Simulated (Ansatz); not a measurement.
Input

```
crystal:
  lattice:
    - [3.9144934694, 0.0, 0.0]
    - [0.0, 3.9144934694, 0.0]
    - [0.0, 0.0, 3.9144934694]
  atoms:
    - { symbol: K, position: [0.0, 0.0, 0.0] }
    - { symbol: Cl, position: [0.5, 0.5, 0.5] }
hamiltonian:
  xc: pbesol
  pseudopotentials: { kind: paw }
kpoints:
  mp_grid: { grid: [7, 7, 7] }
scf:
  occupations: { method: fermi_dirac, width: 0.05 }
output:
  forces: true
  stress: true
  eigenvalues: true
  write_density: true
  write_potential: true
  elf: true
  volumetric_format: npy
```

Command:

```sh
ansatz run input.yaml --threads 2 --pin off --max-ram 5632MiB --backend cpu --events-out ev --progress --plain --runs-dir out
```

Below, planes, directions and counts refer to the conventional cell (a = 3.91 Å, b = 3.91 Å, c = 3.91 Å, α = 90.00°, β = 90.00°, γ = 90.00°).

Space group Pm-3m; a structure from a database of computed crystals, not necessarily the ambient phase; computed pressure about −2 GPa in this cell.

The calculation used Kohn-Sham DFT of a periodic cell, PBEsol, Ansatz PAW (Ansatz).

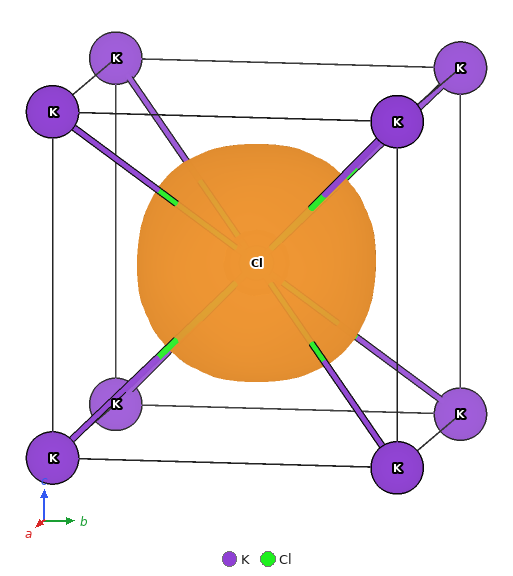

KCl. Isosurface of the electron localisation function at 0.65 (orange), seen slightly off an axis. Core shells and regions of very low density are left out. Sticks mark near contacts.

Core electrons are frozen (PAW), and the valence fields are smoothed inside the atomic spheres.

> Identify the bonds, lone pairs and shells in this picture.

The surface consists of one region wrapped around Cl (its valence shell), counted in one cell of 2 atoms. Regions shared between cells count once.

Values along the shortest contacts:
K–Cl (3.39 Å): the ELF is about 0.05 at the midpoint; a largely ionic contact.

> Does the calculation give a band gap?

It is gapped, with a Kohn–Sham gap of 4.4 eV on the k-point mesh, an upper bound to the gap of this method.
